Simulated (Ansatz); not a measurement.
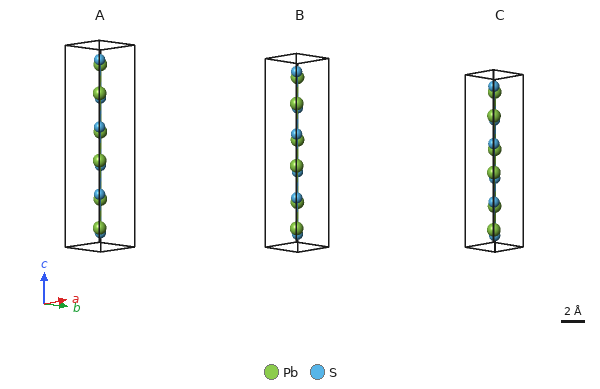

3 geometries from one relaxation of crystalline PbS (a generated structure, set up in Cmcm) (coarse preliminary run), in shuffled order. The picture is a ball-and-stick view of the cell of the calculation, seen from a free direction.

All numbers below come from DFT PBE, scalar-relativistic, plane waves, PAW (Ansatz). (plane-wave cutoff 420 eV; k-point mesh 4 × 4 × 1; occupations gaussian; smearing width 0.1 eV; no spin polarisation; cell and atoms relaxed; force threshold 0.04 eV/Å; at most 70 steps)

> Put them in the order of the run, from the start to the converged end.

C, B, A. They are steps 0, 2, 10, at +1045 meV per atom, +183 meV per atom relative to the last. The energy falls by 1045 meV per atom in 7 accepted moves (10 points after the start). The largest force component goes from 0.62 to 0.0026 eV/Å. The pressure goes from 44.53 to 0.02 GPa. The line search rejected the trial step at point 5 of the run. At 2 points the geometry stayed and the basis and grid were re-selected for the new cell (energy shift of 8.7 meV per atom at most each time). The largest moves relative to the cell, 0.25 Å, are those of S atoms. Largest moves by element: S 0.25 Å, Pb 0.25 Å. The volume changes by +37.9 %, with a = b 3.975 → 4.270 Å (+7.4 %), c 15.201 → 17.803 Å (+17.1 %), γ 101.4° → 90.1°. Near-neighbour distances that change, for instance: Pb–S 3.595 → 3.025 Å, Pb–S 2.559 → 3.017 Å, Pb–S 2.550 → 2.967 Å, Pb–S 2.578 → 2.967 Å. Among the angles between lasting bonds that change: Pb–S–Pb 156.7° → 179.8°, S–Pb–S 156.7° → 179.8°, Pb–S–Pb 168.4° → 179.9°. The space group stays Cmcm (No. 63).
